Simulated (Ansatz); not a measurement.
System ZnSe (space group F-43m, No. 216); source of the atomic positions: a calculation's input that goes back to an entry of the Crystallography Open Database (an earlier step may have relaxed or displaced it).

```cif
data_structure
_symmetry_space_group_name_H-M 'P 1'
_symmetry_Int_Tables_number 1
_cell_length_a 5.7001
_cell_length_b 5.7001
_cell_length_c 5.7001
_cell_angle_alpha 90.000
_cell_angle_beta 90.000
_cell_angle_gamma 90.000
_cell_volume 185.20
loop_
_atom_site_label
_atom_site_type_symbol
_atom_site_fract_x
_atom_site_fract_y
_atom_site_fract_z
_atom_site_occupancy
Zn1 Zn 0.00000 0.00000 0.00000 1
Se1 Se 0.25000 0.25000 0.25000 1
Zn2 Zn 0.00000 0.50000 0.50000 1
Se2 Se 0.25000 0.75000 0.75000 1
Zn3 Zn 0.50000 0.00000 0.50000 1
Se3 Se 0.75000 0.25000 0.75000 1
Zn4 Zn 0.50000 0.50000 0.00000 1
Se4 Se 0.75000 0.75000 0.25000 1
```

Describe how the polyhedra about Zn are linked (bonds: Se–Zn below 2.8 Å).

Zn: ZnSe4 tetrahedron, sharing corners with twelve neighbours.

They form a three-dimensional framework of corner-sharing tetrahedra.

Centre to centre across a shared corner: 4.03 Å.

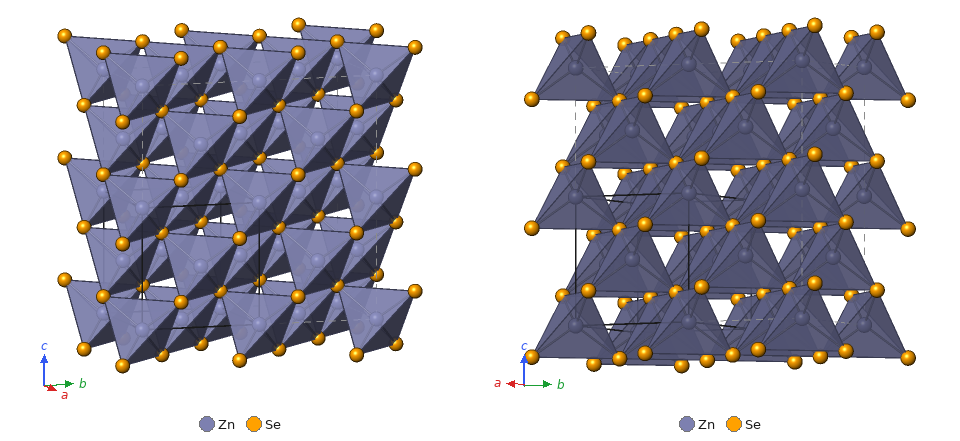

Polyhedra are drawn about Zn (bonds: Se–Zn below 2.8 Å); other atoms are plain spheres. Two views of the same piece.
